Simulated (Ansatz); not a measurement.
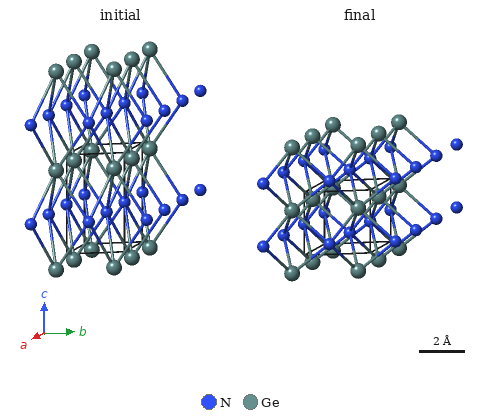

The structure of a crystal of GeN (a generated structure, set up in P-6m2) before (left) and after (right) a relaxation, at one scale.

A ball-and-stick model of the cell of the calculation, repeated 3 × 2 × 2 with one cell outlined, seen slightly off an axis.

Case: Bi → N, Pb → Ge on all its sites, cell and atoms relaxed.

Computed with DFT PBE, scalar-relativistic, plane waves, PAW (Ansatz). Settings: plane-wave cutoff 420 eV; k-point mesh 18 × 18 × 10; occupations gaussian; smearing width 0.1 eV; no spin polarisation; cell and atoms relaxed; force threshold 0.01 eV/Å; at most 60 steps.

**Describe what moved and what it gained.**

The energy falls by 2.723 eV per cell of the calculation in 12 accepted moves (14 points after the start). All forces vanish by symmetry, so only the cell relaxes. The pressure goes from −4.85 to 0.07 GPa. At 2 points the geometry stayed and the basis and grid were re-selected for the new cell (energy shift of 34.5 meV per cell of the calculation at most each time). The atoms keep their places relative to the cell (all moves are under 0.005 Å). The drawn cell changes as follows: a = b 2.646 → 3.020 Å (+14.1 %), c 4.490 → 2.852 Å (−36.5 %); the volume changes by −17.3 %. Among the contacts that change: Ge–N 2.715 → 2.252 Å. The space group stays P-6m2 (No. 187). The run took of the order of 2.2 core-minutes on a shared host.
